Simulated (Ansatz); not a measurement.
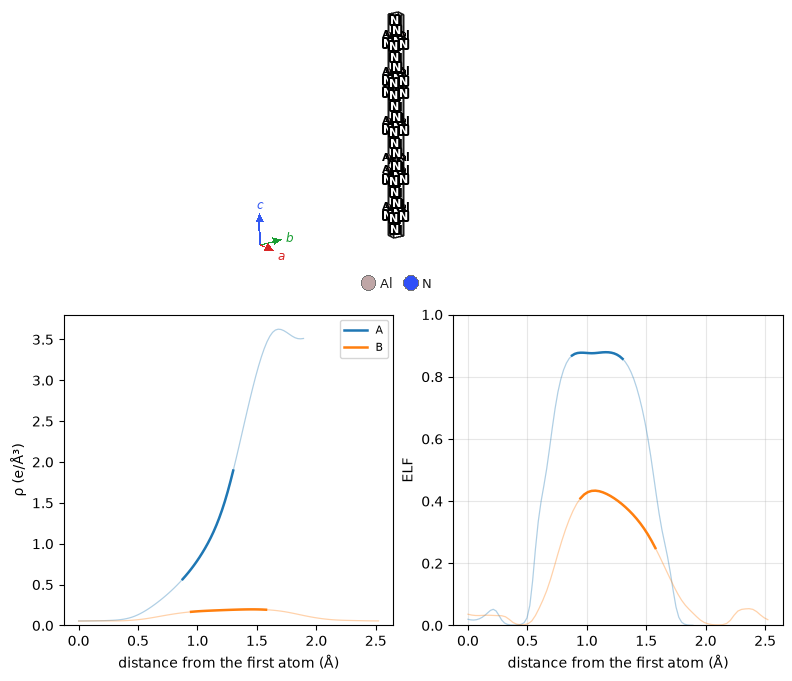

*AlN. Valence charge density (pseudo) and electron localisation function along straight lines between neighbouring atoms. Thin, pale parts lie inside the atomic spheres. The structure is drawn too.*

Space group R3m; a structure from a database of computed crystals, not necessarily the ambient phase; not relaxed (largest force 2.0 eV/Å).

All numbers below come from Ansatz 0.2.0, DFT r2SCAN, scalar-relativistic, plane waves, PAW.

Core electrons are frozen (PAW), and the valence fields are smoothed inside the atomic spheres.

> Which curve belongs to which contact (Al–Al and Al–N)? The first atom named is at distance zero.

Curve A: Al–N (1.89 Å): ρ at the midpoint is about 0.69 e/Å³; the ELF peaks at about 0.90 in the valence shell of N, 0.7 Å from its nucleus, and is about 0.90 at the midpoint. Curve B: Al–Al (2.52 Å): the density is about 0.19 e/Å³ at the midpoint; the ELF is about 0.40 at the midpoint.
